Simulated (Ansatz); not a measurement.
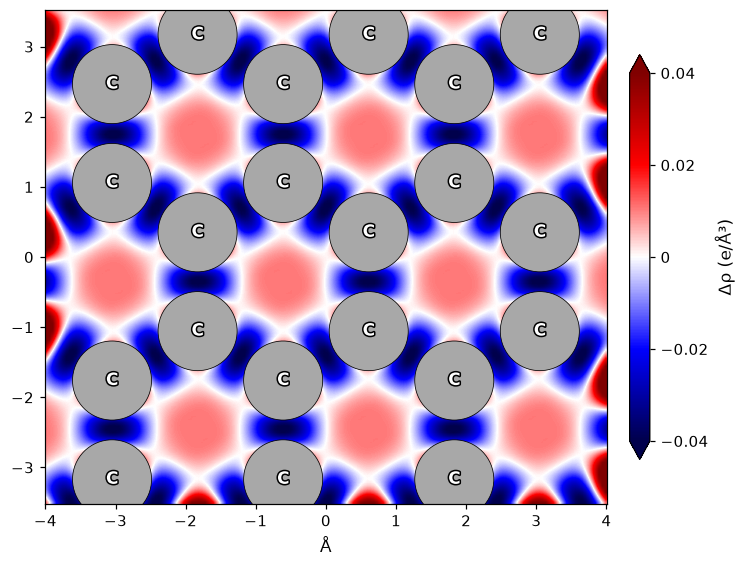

C. Difference of the valence pseudo-densities of two functionals at the same geometry, on the (001) plane of the calculation cell: LDA less r2SCAN.

Both computed with Ansatz (plane waves, PAW), on the same k-point mesh. Grey discs cover the atomic cores.

Question: Where does the change of functional move the electrons?

Answer: Against r2SCAN, LDA gives less density around C (−0.014 e/Å³ on average at 0.8 Å from the nucleus) and a change of −0.042 e/Å³ at the midpoint of C–C.
